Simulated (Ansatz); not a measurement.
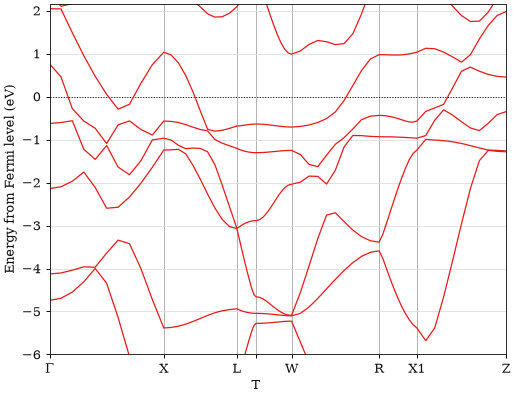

Band structure. Energies are counted from the Fermi level. The path runs straight from each named point to the next.

Input of the run:

```yaml
crystal:
  lattice:
    - [-1.472872, 1.71213, 4.212083]
    - [1.472872, -1.71213, 4.212083]
    - [1.472872, 1.71213, -4.212083]
  atoms:
    - { symbol: Ti, position: [0.0, 0.0, 0.0] }
    - { symbol: Si, position: [0.670078, 0.670078, 0.0] }
    - { symbol: Si, position: [0.329922, 0.329922, 0.0] }
kpoints:
  mp_grid: { grid: [12, 12, 12] }
  band_path:
    path:
      - [0.0, 0.0, 0.0]
      - [-0.2805686444, 0.2805686444, 0.2805686444]
      - [-0.4892620261, 0.4892620261, 0.0718752627]
      - [-0.5, 0.5, 0.0]
      - [-0.75, 0.25, 0.25]
      - [-0.5, 0.0, 0.5]
      - [-0.7194313556, -0.2805686444, 0.7194313556]
      - [-0.5, -0.5, 0.5]
    npoints: 10
scf:
  occupations: { method: fermi_dirac, width: 0.05 }
hamiltonian:
  xc: pbesol
  pseudopotentials: { kind: all_electron, lapw: { basis_error: 0.002 } }
output:
  forces: true
  stress: true
  eigenvalues: true
```

System: TiSi₂, space group Immm, 3 atoms in the primitive cell.

Computed with Ansatz 0.2.0: PBEsol, all-electron LAPW, no spin polarisation, no spin-orbit coupling, 12×12×12 k mesh, Fermi-Dirac smearing of 0.05 eV.

**Is there a gap at the Fermi level?**

A metal: 2 bands cross the Fermi level along this path.

**On which lines of the path do bands cross the Fermi level?**

Bands cross the Fermi level on Γ–X, X–L, W–R and X1–Z, and not on L–T, T–W and R–X1.

**Which levels at X lie nearest to the Fermi level?**

At X the nearest levels lie 0.57 eV below and 1.03 eV above the Fermi level.

The cell is at −4 GPa in this functional. The cell comes from a database of computed structures, and whether it is the stable form of this composition wasn't checked. Bands are joined in order of energy, so crossings between the computed points show as kinks or gaps. In reduced coordinates of the cell that was run, X is (−0.281, 0.281, 0.281), L is (−0.489, 0.489, 0.072), T is (−0.5, 0.5, 0), W is (−0.75, 0.25, 0.25), R is (−0.5, 0, 0.5), X1 is (−0.719, −0.281, 0.719) and Z is (−0.5, −0.5, 0.5).
